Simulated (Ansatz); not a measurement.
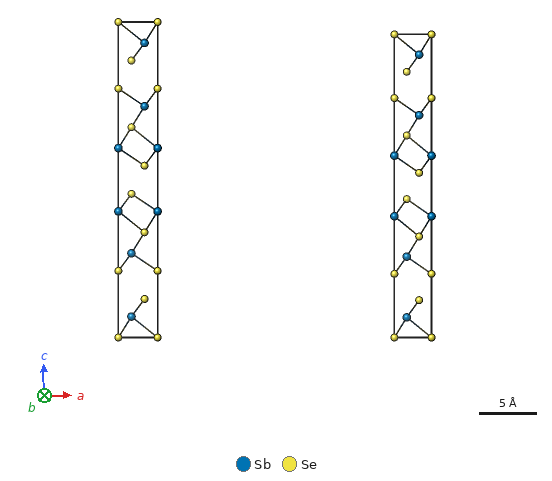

Two geometries of a crystal of Sb2Se3 (built on the tetradymite type), drawn at one scale. One is the start of a relaxation, the other its converged end. Style: ball-and-stick. Shown: the conventional cell (3 times the calculation's cell), along the b axis. Lengths and directions refer to the drawn axes.

Computed with DFT, PBE-D3(BJ), plane waves, PAW in Ansatz. (plane-wave cutoff 420 eV; k-point mesh 8 × 8 × 8; occupations fermi dirac; smearing width 0.02 eV; no spin polarisation; cell and atoms relaxed; force threshold 0.005 eV/Å)

> Which of the two is the end point?

The left one is the relaxed one. The largest moves relative to the cell, 0.035 Å, are those of Se atoms. Largest moves by element: Se 0.035 Å, Sb 0.007 Å. The volume changes by +16.1 %, with a = b 3.812 → 4.026 Å (+5.6 %), c 26.955 → 28.060 Å (+4.1 %). Among the contacts that change: Sb–Se 2.841 → 2.979 Å, Sb–Se 2.679 → 2.800 Å. The space group stays R-3m (No. 166). The energy falls by 121 meV per atom in 5 accepted moves (6 points after the start). Largest force component: 0.95 eV/Å at the start, 0.0043 eV/Å at the end. The pressure goes from 12.64 to 0.02 GPa. The SCF was repeated once at an unchanged geometry on a basis and grid sized afresh for the cell, which shifted the energy by 0.4 meV per atom at most.
